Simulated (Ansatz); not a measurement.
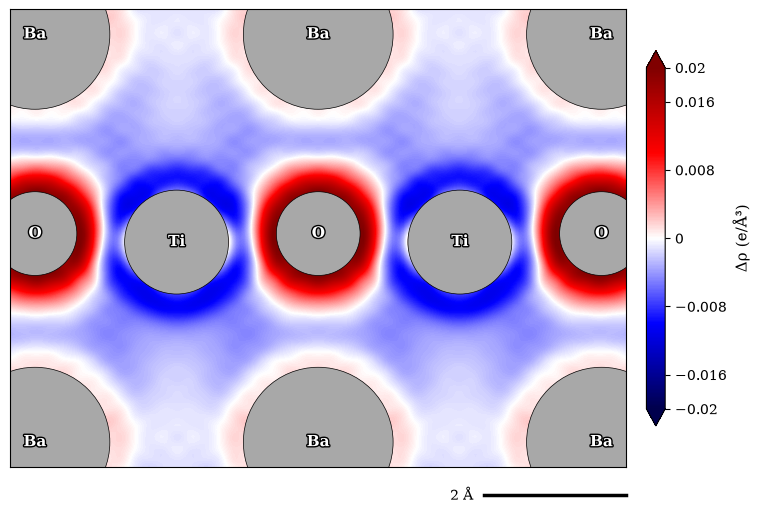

BaTiO$_{3}$. Difference of the valence pseudo-densities of two functionals at the same geometry, on the (011) plane of the calculation cell: one of PBE and r2SCAN less the other.

Both computed with Ansatz (plane waves, PAW), on the same k-point mesh. Grey discs cover the atomic cores.

> Which was subtracted from which, and what does the map show?

It is r2SCAN less PBE. Against PBE, r2SCAN gives less density around Ti (−0.004 e/Å³ on average at 1.1 Å from the nucleus) and more density around O (+0.015 e/Å³ on average at 0.7 Å from the nucleus).
